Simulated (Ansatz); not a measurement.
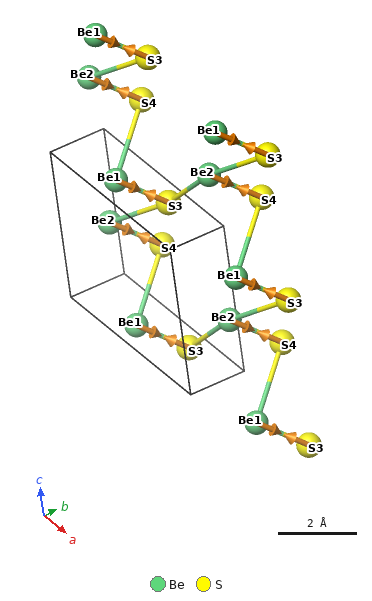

This is a relaxation of crystalline BeS (a generated structure, set up in I4_1md) (coarse preliminary run). The starting structure is drawn; orange arrows show the displacements (the part carried along by the change of the cell is left out), at their true length.

The picture is a ball-and-stick view of the cell of the calculation, repeated 2 × 1 × 2 with one cell outlined, seen slightly off an axis.

The calculation used DFT PBE, scalar-relativistic, plane waves, PAW (Ansatz). Settings: plane-wave cutoff 420 eV; k-point mesh 6 × 6 × 6; occupations gaussian; smearing width 0.1 eV; no spin polarisation; cell and atoms relaxed; force threshold 0.04 eV/Å; at most 70 steps.

> Describe the change and its energy.

The largest moves relative to the cell, 0.79 Å, are those of Be1, Be2, S3 and S4. S3 goes along [−1 −1 0]. By element the largest moves are S 0.79 Å, Be 0.79 Å. The volume changes by +20.8 %, with a = b = c 4.334 → 6.457 Å (+49.0 %), α 112.6° → 148.1°, β 112.6° → 148.1°, γ 103.4° → 45.8°. Near-neighbour distances that change, for instance: S3–S4 2.754 → 3.464 Å, Be1–S4 2.421 → 2.016 Å, Be1–S3 1.627 → 2.019 Å. Bond angles that change, for instance: Be2–S3–Be2 166.5° → 123.4°, S4–Be1–S4 166.5° → 123.4°, Be1–S3–Be2 83.3° → 118.3°. The space group stays I4_1md (No. 109). The energy falls by 1764 meV per atom in 25 accepted moves (27 points after the start). The largest force component goes from 7.4 to 0.013 eV/Å. Pressure: 24.77 GPa at the start and 0.03 GPa at the end. The SCF was repeated twice at an unchanged geometry on a basis and grid sized afresh for the cell, which shifted the energy by 312 meV per atom at most.
